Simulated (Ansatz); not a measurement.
**Energy of Li along an even scaling of the cell**

System: Li (Fm-3m, 1 atom in the cell).
Method: Kohn-Sham DFT of a periodic cell, PBE, all-electron LAPW, scalar-relativistic, no spin polarisation (Ansatz 0.2.0).

The 7 runs differ only in the geometry, by an even scaling of the cell at fixed fractional positions. The structure derives from an entry of the Crystallography Open Database.

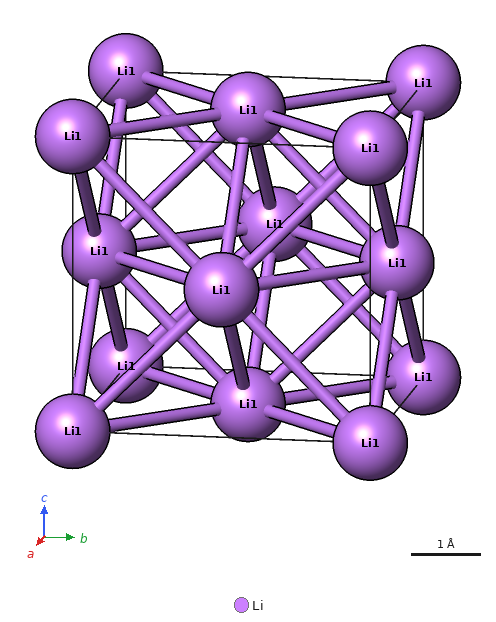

Figure 1. The structure of run 4 (ball-and-stick view of the cell 4 times as large as that of the calculation, set on its symmetry axes, seen slightly off an axis; atoms are numbered from 1 in the order of the input).

### Input of run 4
```yaml
crystal:
  lattice:
    - [0.0, 2.202, 2.202]
    - [2.202, 0.0, 2.202]
    - [2.202, 2.202, 0.0]
  atoms:
    - { symbol: Li, position: [0.0, 0.0, 0.0] }
kpoints:
  mp_grid: { grid: [10, 10, 10] }
scf:
  occupations: { method: fermi_dirac, width: 0.05 }
hamiltonian:
  xc: pbe
  pseudopotentials: { kind: all_electron, lapw: { basis_error: 0.0005 } }
output:
  forces: true
  stress: true
  eigenvalues: true
```

Command:
```bash
ansatz run input.yaml --threads 1 --pin off --max-ram 2560MiB --backend cpu --events-out ev --progress --plain --runs-dir out
```

Run 5 differs from it as follows:
```diff
-    - [0.0, 2.202, 2.202]
-    - [2.202, 0.0, 2.202]
-    - [2.202, 2.202, 0.0]
+    - [0.0, 2.2165832065, 2.2165832065]
+    - [2.2165832065, 0.0, 2.2165832065]
+    - [2.2165832065, 2.2165832065, 0.0]
```

### Results, with one run withheld

| run | volume per atom (Å³) | free energy per atom, from the lowest run given (meV) | pressure (GPa) |
| --- | --- | --- | --- |
| 1 | 20.073 | 0.00 | 0.11 |
| 2 | 20.500 | 0.10 | −0.17 |
| 3 | 20.927 | 0.92 | −0.44 |
| 4 | 21.354 | 2.41 | −0.68 |
| 5 | 21.781 | ? | ? |
| 6 | 22.208 | 7.19 | −1.10 |
| 7 | 22.635 | 10.38 | −1.28 |

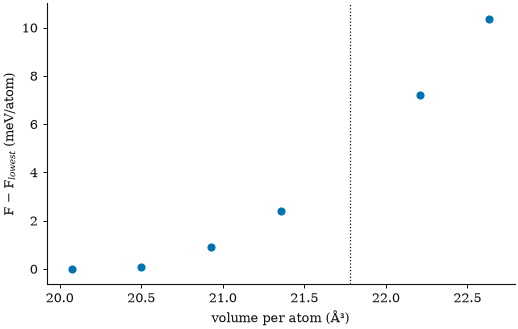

Figure 2. Free energy per atom of the runs given; the dotted line marks run 5.

Estimate the energy of run 5 from the others.

A cubic polynomial in V^(−2/3) (the Birch–Murnaghan form), fitted to the 6 runs given, misses them by under 0.01 meV per atom. With x = V^(−2/3) − 0.13034 Å⁻², it reads F = 1.9943 − 949.09 x + 1.1193e+05 x² − 4.3044e+05 x³ (meV per atom). At run 5 it gives 4.52 meV per atom, and the run itself gives 4.51. The slope of the fit gives a pressure −dF/dV of −0.90 GPa there, and the run prints −0.90 GPa. The fit has its minimum at 20.230 Å³ per atom, where V d²F/dV² gives 13.6 GPa: the bulk modulus at this level, since symmetry fixes the shape and the positions.

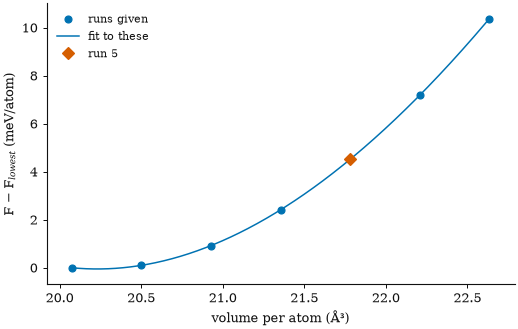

Figure 3. The fit and the withheld run.

### Output, shortened to warnings, some set-up lines, iterations and results (run 5)
```
Basis set: ecut = 69.65543233283583 eV, 27 PW (Γ), exchange–correlation at level 2
Symmetry: 48 space group operations
k-points: 47 of 1000
Initial density: superposition of atomic densities (chi_scale 0.1, normalization cell)
[...]
SCF iter   1: F=—  HF=-204.684911 eV  |F-HF|=—  |Δ(HF+E_count)|=         —  Δρ=1.61e-3  dr2=6.14e-4  ethr=2.07e-5  ⟨swp⟩=4.2  Hψ=2458  notcnv=0
SCF iter   2: F=—  HF=-204.684275 eV  |F-HF|=—  |Δ(HF+E_count)|=   6.37e-4  Δρ=8.04e-4  dr2=1.54e-4  ethr=2.05e-5  ⟨swp⟩=2.0  Hψ=782  notcnv=0
SCF iter   3: F=—  HF=-204.684160 eV  |F-HF|=—  |Δ(HF+E_count)|=   1.15e-4  Δρ=3.60e-5  dr2=3.13e-7  ethr=1.04e-8  ⟨swp⟩=2.0  Hψ=1329  notcnv=0
SCF iter   4: F=-204.684160 eV  HF=-204.684160 eV  |F-HF|=1.04e-9  |Δ(HF+E_count)|=   4.12e-9  Δρ=1.38e-6  dr2=4.65e-10  ethr=1.04e-8  ⟨swp⟩=2.0  Hψ=782  notcnv=0
SCF 1 converged in 4 iterations: F = -204.684160 eV  dr2 = 4.65e-10
SCF converged after 4 iterations
Free energy (F): -204.684160 eV
Harris-Foulkes:  -204.684160 eV  (|F-HF|=1.04e-9)
Internal energy: -204.679590 eV  (E = F + TS)
E sigma→0 (E₀):  -204.681875 eV
Entropy (-TS):   -0.004570 eV (-4.570 meV/atom)
Fermi energy:    0.628622 eV
--- Per-component energies (eV) ---
  E_band       = -92.519053
  E_kinetic    = 202.733548
  E_xc         = -50.611917
  E_electrostatic = -356.801220  (all electrons and nuclei)
  E_smearing   = -0.004570  (= −TS)
  E_closure    = 0.000000  (closes the sum)
  E_atoms      = -202.784629  (free atoms, spherical and without spin; not in F)
  Σ components = -204.684160   (vs F -204.684160, Δ=0.00e0)
  Basis errors (estimates in eV, not in F): energy 1.8e-4 per atom: plane waves 1.7e-4 (1.2e-4 summed), levels above the bands 2.2e-125, relativity 1.3e-9, radial functions 1.8e-6, core shells 0.0e0; eigenvalues (radial functions only) 7.6e-4; not estimated: angular momenta, meshes, grids; target …
--- Forces (eV/Å), atoms counted from 1 ---
  atom   1  Li     0.00000000    -0.00000000    -0.00000000
  max |Σ_I F_I| component: 2.57e-32 eV/Å
--- Stress (GPa, compression-positive) ---
       -0.896545      -0.000000      -0.000000
       -0.000000      -0.896545       0.000000
       -0.000000       0.000000      -0.896545
  P = ⅓ Tr σ = -0.8965 GPa (-8.965 kbar)
```
